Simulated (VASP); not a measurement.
## Cu: single-point calculation

- system: Cu (P6/mmm, 1 atom in the cell)
- method: Kohn-Sham DFT of a periodic cell, PBEsol, VASP PAW PBE potentials, recommended, no spin polarisation (VASP 6.6.1)

The structure was built on a prototype by a generator; it need not be a known phase. It belongs to a series of runs on one base structure; here: simple hexagonal type (P6/mmm, No. 191).

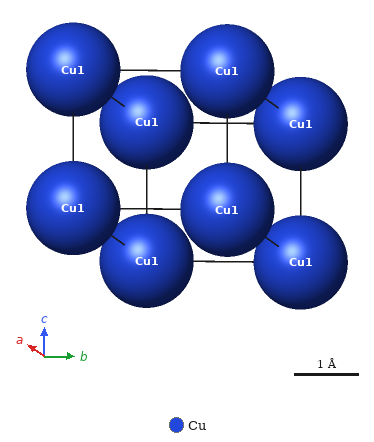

*The input geometry (spheres-only view of the cell of the calculation, seen at an oblique angle; atoms are numbered from 1 in the order of the input). An atom can appear more than once, as a periodic image.*

**INCAR**
```
SYSTEM = Cu
ALGO = Normal
EDIFF = 1E-6
ENCUT = 520
GGA = PS
ISIF = 2
ISMEAR = 0
LASPH = .TRUE.
LCHARG = .FALSE.
LREAL = .FALSE.
LWAVE = .FALSE.
NBANDS = 12
NELM = 100
PREC = Accurate
SIGMA = 0.1
```

**KPOINTS**
```
k-points
0
G
  9 9 8
  0 0 0
```

**POSCAR**
```
Cu
1.0
    2.4413453846      0.0000000000      0.0000000000
   -1.2206726923      2.1142671224      0.0000000000
    0.0000000000      0.0000000000      2.3800302055
Cu
1
Direct
    0.0000000000      0.0000000000      0.0000000000
```

Run on 1 thread of Intel Xeon (Granite Rapids), 128 GiB of memory available, shared host.

Run as:
```bash
cat potpaw_PBE.64/Cu/POTCAR > POTCAR
mpirun -np 1 vasp_std > vasp.out
```

**OSZICAR**
```
N       E                     dE             d eps       ncg     rms          rms(c)
DAV:   1     0.433540355655E+02    0.43354E+02   -0.54590E+03  1584   0.152E+03
DAV:   2    -0.350079830551E+01   -0.46855E+02   -0.43212E+02  1488   0.204E+02
DAV:   3    -0.500504832215E+01   -0.15043E+01   -0.14878E+01  1688   0.409E+01
DAV:   4    -0.501484531686E+01   -0.97970E-02   -0.97949E-02  1668   0.301E+00
DAV:   5    -0.501493990157E+01   -0.94585E-04   -0.94585E-04  1700   0.306E-01    0.824E+00
DAV:   6    -0.448644131061E+01    0.52850E+00   -0.16958E+01  1684   0.778E+01    0.438E+00
DAV:   7    -0.402863991375E+01    0.45780E+00   -0.26297E+00  1712   0.311E+01    0.452E-01
DAV:   8    -0.401958240831E+01    0.90575E-02   -0.13745E-02  1900   0.230E+00    0.424E-01
DAV:   9    -0.401642068818E+01    0.31617E-02   -0.16978E-02  1752   0.221E+00    0.253E-02
DAV:  10    -0.401642682060E+01   -0.61324E-05   -0.10538E-04  2192   0.178E-01    0.899E-03
DAV:  11    -0.401642637862E+01    0.44198E-06   -0.98207E-06  1308   0.465E-02
   1 F= -.40164264E+01 E0= -.40160245E+01  d E =-.803801E-03
```

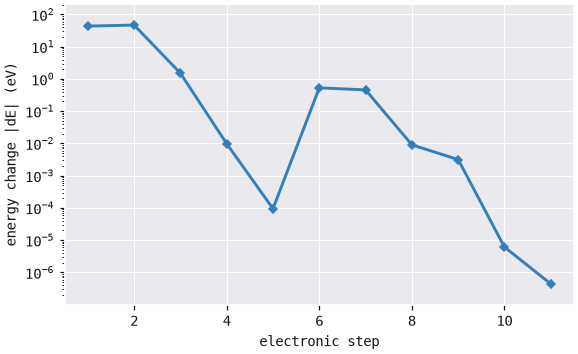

*Convergence of the self-consistent field: energy change |dE| against the electronic step.*

It takes 11 electronic steps. The density is held fixed in the first few steps, and dE rises again when its update begins.

**Parts of OUTCAR**
```
SYSTEM = Cu
   EDIFF = 1E-6
   ENCUT = 520
   GGA = PS
   ISIF = 2
   ISMEAR = 0
   LASPH = .TRUE.
   LREAL = .FALSE.
   NELM = 100
   PREC = Accurate

 ion  position               nearest neighbor table
   1  0.000  0.000  0.000-

  LATTYP: Found a hexagonal cell.
 ALAT       =     2.4413453846
 C/A-ratio  =     0.9748846765

  Lattice vectors:

 A1 = (   2.4413453846,   0.0000000000,   0.0000000000)
 A2 = (  -1.2206726923,   2.1142671224,   0.0000000000)
 A3 = (   0.0000000000,   0.0000000000,   2.3800302055)

Analysis of symmetry for initial positions (statically):
=====================================================================
 Subroutine PRICEL returns:
 Original cell was already a primitive cell.

 Routine SETGRP: Setting up the symmetry group for a
 hexagonal supercell.

 Subroutine GETGRP returns: Found 24 space group operations
 (whereof 24 operations were pure point group operations)
 out of a pool of 24 trial point group operations.

The static configuration has the point symmetry D_6h.

Analysis of symmetry for dynamics (positions and initial velocities):
=====================================================================
 Subroutine PRICEL returns:
 Original cell was already a primitive cell.

 Routine SETGRP: Setting up the symmetry group for a
 hexagonal supercell.

 Subroutine GETGRP returns: Found 24 space group operations
 (whereof 24 operations were pure point group operations)
 out of a pool of 24 trial point group operations.

The dynamic configuration has the point symmetry D_6h.

 Subroutine INISYM returns: Found 24 space group operations
 (whereof 24 operations are pure point group operations),
 and found     1 'primitive' translations

----------------------------------------------------------------------------------------

                                     Primitive cell

  volume of cell :      12.2849

  direct lattice vectors                    reciprocal lattice vectors
     2.441345385  0.000000000  0.000000000     0.409610212  0.236488566  0.000000000
    -1.220672692  2.114267122  0.000000000     0.000000000  0.472977132  0.000000000
     0.000000000  0.000000000  2.380030206     0.000000000  0.000000000  0.420162735

  length of vectors
     2.441345385  2.441345385  2.380030206     0.472977132  0.472977132  0.420162735

  position of ions in fractional coordinates (direct lattice)
     0.000000000  0.000000000  0.000000000

  ion indices of the primitive-cell ions
   primitive index   ion index
                 1           1

----------------------------------------------------------------------------------------

 KPOINTS: k-points

Automatic generation of k-mesh.
 Grid dimensions read from file:
 generate k-points for:    9    9    8

 Generating k-lattice:

  Cartesian coordinates                     Fractional coordinates (reciprocal lattice)
     0.045512246  0.026276507  0.000000000     0.111111111  0.000000000  0.000000000
     0.000000000  0.052553015  0.000000000     0.000000000  0.111111111  0.000000000
     0.000000000  0.000000000  0.052520342     0.000000000  0.000000000  0.125000000

  Length of vectors
     0.052553015  0.052553015  0.052520342

  Shift w.r.t. Gamma in fractional coordinates (k-lattice)
     0.000000000  0.000000000  0.000000000

 Subroutine IBZKPT returns following result:
 ===========================================

 Found     60 irreducible k-points:

 Following reciprocal coordinates:
            Coordinates               Weight
  0.000000  0.000000  0.000000      1.000000
  0.111111 -0.000000  0.000000      6.000000
  0.222222 -0.000000  0.000000      6.000000
  0.333333 -0.000000  0.000000      6.000000
  0.444444 -0.000000  0.000000      6.000000
  0.111111  0.111111  0.000000      6.000000
  0.222222  0.111111  0.000000     12.000000
  0.333333  0.111111  0.000000     12.000000
  0.444444  0.111111  0.000000      6.000000
  0.222222  0.222222  0.000000      6.000000
  0.333333  0.222222  0.000000     12.000000
  0.333333  0.333333  0.000000      2.000000
  0.000000  0.000000  0.125000      2.000000
  0.111111 -0.000000  0.125000     12.000000
  0.222222 -0.000000  0.125000     12.000000
  0.333333 -0.000000  0.125000     12.000000
  0.444444 -0.000000  0.125000     12.000000
  0.111111  0.111111  0.125000     12.000000
  0.222222  0.111111  0.125000     24.000000
  0.333333  0.111111  0.125000     24.000000
  0.444444  0.111111  0.125000     12.000000
  0.222222  0.222222  0.125000     12.000000
  0.333333  0.222222  0.125000     24.000000
  0.333333  0.333333  0.125000      4.000000
 [... further k-points ...]
   k-points           NKPTS =     60   k-points in BZ     NKDIM =     60   number of bands    NBANDS=     12
   number of dos      NEDOS =    301   number of ions     NIONS =      1
   total plane-waves  NPLWV =   5832
   dimension x,y,z NGX =    18 NGY =   18 NGZ =   18
   dimension x,y,z NGXF=    36 NGYF=   36 NGZF=   36
   ions per type =               1
   NGX,Y,Z   is equivalent  to a cutoff of  12.26, 12.26, 12.57 a.u.
   NGXF,Y,Z  is equivalent  to a cutoff of  24.51, 24.51, 25.15 a.u.
 SYSTEM =  Cu
   PREC   = accura    normal or accurate (medium, high low for compatibility)
   ISTART =      0    job   : 0-new  1-cont  2-samecut
   ICHARG =      2    charge: 1-file 2-atom 10-const
   ISPIN  =      1    spin polarized calculation?
   LNONCOLLINEAR =      F non collinear calculations
   LSORBIT =      F    spin-orbit coupling
   LASPH  =      T    aspherical Exc in radial PAW
   ENCUT  =  520.0 eV  38.22 Ry    6.18 a.u.   4.54  4.54  4.43*2*pi/ulx,y,z
   NELM   =    100;   NELMIN=  2; NELMDL= -5     # of ELM steps
   EDIFF  = 0.1E-05   stopping-criterion for ELM
   LREAL  =      F    real-space projection
   EDIFFG = 0.1E-04   stopping-criterion for IOM
   NSW    =      0    number of steps for IOM
   IBRION =     -1    ionic relax: 0-MD 1-quasi-New 2-CG
   NFREE  =      0    steps in history (QN), initial steepest desc. (CG)
   ISIF   =      2    stress and relaxation
   ISYM   =      2    0-nonsym 1-usesym 2-fastsym
   POTIM  = 0.5000    time-step for ionic-motion
   TEBEG  =    0.0;   TEEND  =   0.0 temperature during run
   PSTRESS=    0.0 pullay stress
   NELECT =      11.0000    total number of electrons
   NUPDOWN=      -1.0000    fix difference up-down
   EMIN   =  10.00;   EMAX   =-10.00  energy-range for DOS
   EFERMI =   0.00;   METHOD = LEGACY
   ISMEAR =     0;   SIGMA  =   0.10  broadening in eV -4-tet -1-fermi 0-gaus
   EFERMI_NEDOS =   21; number of points for ismear=-14 and -15
   IALGO  =     38    algorithm
   IMIX   =      4    mixing-type and parameters
     AMIX     =   0.40;   BMIX     =  1.00
     AMIX_MAG =   1.60;   BMIX_MAG =  1.00
  volume/ion in A,a.u.               =      12.28        82.90
  Fermi-wavevector in a.u.,A,eV,Ry     =   1.577909  2.981815 33.875730  2.489796
  Thomas-Fermi vector in A             =   2.678520
   LORBIT       =      0    0 simple, 1 ext, 2 COOP (PROOUT), +10 PAW based schemes
   GGA     = PS    functional components
   LHFCALC =     F    Hartree Fock is set to
   AEXX    =    0.0000 exact exchange contribution
   IVDW    =     0    specifies the selected vdW correction
   LEPSILON=     F    determine dielectric tensor
   LRPA    =     F    only Hartree local field effects (RPA)
 non-spin polarized calculation
 Gauss-broadening in eV      SIGMA  =   0.10
  energy-cutoff  :      520.00
  volume of cell :       12.28
 maximum number of plane-waves:       351
 NGX is ok and might be reduce to    18
   NGX =  9   NGY =  9   NGZ =  9

 number of electron      11.0000016 magnetization

 Free energy of the ion-electron system (eV)
  ---------------------------------------------------
  ext. energy  EPLUGINS =         0.00000000
  ---------------------------------------------------
  free energy    TOTEN  =        -4.01642638 eV

  energy without entropy =       -4.01562258  energy(sigma->0) =       -4.01602448

 E-fermi :   6.7864     XC(G=0): -12.6316     alpha+bet :-12.9055

 val. band max:        6.6886336726   @ k =   0.2222   0.1111   0.3750
 cond. band min:       7.0614991576   @ k =   0.2222   0.2222   0.2500
 fundamental gap:      0.3728654850
 Fermi energy:         6.7864138659

 k-point     1 :       0.0000    0.0000    0.0000
  band No.  band energies     occupation
      1      -2.1445      2.00000
      2       2.6099      2.00000
      3       3.9276      2.00000
      4       3.9276      2.00000
      5       5.3958      2.00000
      6       5.3958      2.00000
      7      23.9270      0.00000
      8      28.5637      0.00000
      9      29.8435      0.00000
     10      31.4836      0.00000
     11      31.4836      0.00000
     12      33.9699      0.00000

 k-point     2 :       0.1111   -0.0000    0.0000
  band No.  band energies     occupation
      1      -1.7060      2.00000
      2       2.6969      2.00000
      3       3.7984      2.00000
      4       4.0957      2.00000
      5       5.2756      2.00000
      6       5.3738      2.00000
      7      24.5132      0.00000
      8      26.0189      0.00000
      9      28.5778      0.00000
     10      28.9443      0.00000
     11      30.2863      0.00000
     12      37.0343      0.00000

 k-point     3 :       0.2222   -0.0000    0.0000
  band No.  band energies     occupation
      1      -0.4641      2.00000
      2       2.8812      2.00000
      3       3.5814      2.00000
      4       4.5429      2.00000
      5       4.9868      2.00000
      6       5.3185      2.00000
      7      20.4128      0.00000
      8      26.0736      0.00000
      9      26.1827      0.00000
     10      28.3121      0.00000
     11      30.0924      0.00000
     12      41.4070      0.00000

 k-point     4 :       0.3333   -0.0000    0.0000
  band No.  band energies     occupation
      1       1.1560      2.00000
      2       2.9098      2.00000
      3       3.9387      2.00000
      4       4.6819      2.00000
      5       5.0961      2.00000
      6       5.2560      2.00000
      7      15.3200      0.00000
      8      23.9084      0.00000
      9      27.9049      0.00000
     10      28.7238      0.00000
     11      30.6204      0.00000
     12      40.2370      0.00000

 k-point     5 :       0.4444   -0.0000    0.0000
  band No.  band energies     occupation
      1       1.8930      2.00000
      2       3.0374      2.00000
      3       4.4944      2.00000
      4       5.2155      2.00000
      5       5.4772      2.00000
      6       5.4889      2.00000
      7      11.3539      0.00000
      8      22.7192      0.00000
      9      27.6493      0.00000
     10      31.3913      0.00000
     11      31.7973      0.00000
     12      36.2422      0.00000

 [... the levels of 18 k-points are left out ...]

 k-point    24 :       0.3333    0.3333    0.1250
  band No.  band energies     occupation
      1       3.2931      2.00000
      2       3.2931      2.00000
      3       3.4969      2.00000
      4       4.5904      2.00000
      5       4.5904      2.00000
      6      11.5224      0.00000
      7      11.5224      0.00000
      8      12.4820      0.00000
      9      30.2591      0.00000
     10      30.2591      0.00000
     11      32.7379      0.00000
     12      41.4814      0.00000

 [... further k-points ...]

------------------------ aborting loop because EDIFF is reached ----------------------------------------

  FORCE on cell =-STRESS in cart. coord.  units (eV):
  Direction    XX          YY          ZZ          XY          YZ          ZX
  --------------------------------------------------------------------------------------
  -------------------------------------------------------------------------------------
  Total        0.0629634      0.0629634      0.0412265      0.0000000      0.0000000      0.0000000
  in kB        8.2115908      8.2115908      5.3766953      0.0000000      0.0000000      0.0000000
  external PRESSURE =       7.2666256 kB  Pullay stress =       0.0000000 kB

 VOLUME and BASIS-vectors are now :
 -----------------------------------------------------------------------------
  energy-cutoff  :      520.00
  volume of cell :       12.28
      direct lattice vectors                 reciprocal lattice vectors
     2.441345385  0.000000000  0.000000000     0.409610212  0.236488566  0.000000000
    -1.220672692  2.114267122  0.000000000     0.000000000  0.472977132  0.000000000
     0.000000000  0.000000000  2.380030206     0.000000000  0.000000000  0.420162735

 POSITION                                       TOTAL-FORCE (eV/Angst)
 -----------------------------------------------------------------------------------
      0.00000      0.00000      0.00000        -0.000000      0.000000      0.000000
 -----------------------------------------------------------------------------------
    total drift:                                0.000000      0.000000      0.000000

  FREE ENERGIE OF THE ION-ELECTRON SYSTEM (eV)
  ---------------------------------------------------
  free  energy   TOTEN  =        -4.0164263786 eV

  energy  without entropy=       -4.0156225772  energy(sigma->0) =       -4.01602448
```

**CONTCAR**
```
Cu
   1.00000000000000
     2.4413453845999999    0.0000000000000000    0.0000000000000000
    -1.2206726923000000    2.1142671223999998    0.0000000000000000
     0.0000000000000000    0.0000000000000000    2.3800302055000002
  Cu
     1
Direct
     0.0000000000000000    0.0000000000000000    0.0000000000000000

  0.00000000E+00  0.00000000E+00  0.00000000E+00
```

**Key numbers**

- outcome: converged
- space group (tolerance 0.01 Å): P6/mmm (191)
- electrons treated: 11
- free energy: −4.0164 eV
- gap on the k-point mesh: none (metallic)
- pressure: 0.73 GPa
- largest force (length of the vector): under 0.001 eV/Å
- wall time: 5.1 s (CPU time 2.9 s; the host was busy)
- peak memory: 0.11 GiB
